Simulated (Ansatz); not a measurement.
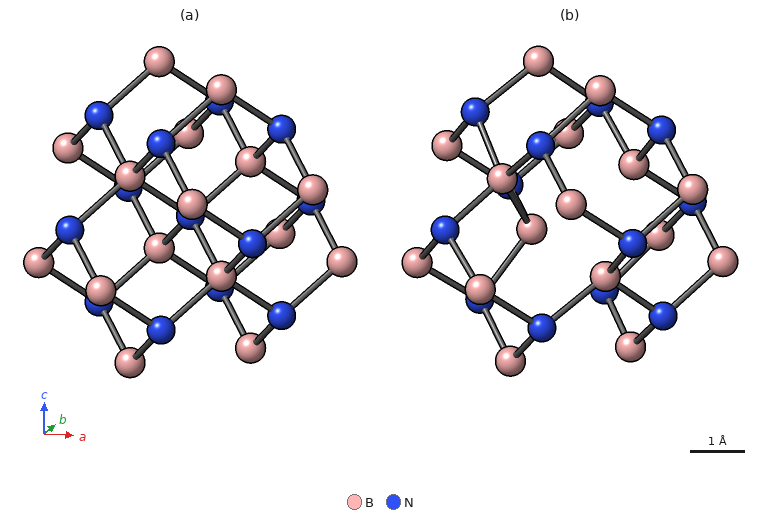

Left: perfect BN. Right: the same region with one point defect, after relaxing the atoms in a supercell of 64 sites. The picture is a ball-and-stick view of the atoms within 3.3 Å of one point, seen slightly off an axis.

Theory: Ansatz, DFT, PBEsol, PAW, plane waves. (plane-wave cutoff 420 eV; k-point mesh 1 × 1 × 1; mesh shifted by (0.25, 0.25, 0.25); no spin polarisation) Fermi-Dirac smearing of 0.01 eV. A uniform background neutralises the charged cell. The axes drawn are those of the host's conventional cell.

Which defect is it?

A nitrogen atom is taken out (a vacancy).

The charge state of the cell is −1.

What does the relaxation do around it?

Around the empty N site the host had 4 B at 1.56 Å; after relaxation the nearest atoms are 1 B at 1.09 Å. Of the host's atoms, a boron atom moves furthest from its site, by 0.66 Å.

Limits of the set-up: the periodic images lie only 7.2 Å apart, so the values are limited by the cell's size; the cell is charged, on a uniform background, and energies carry no finite-size correction.
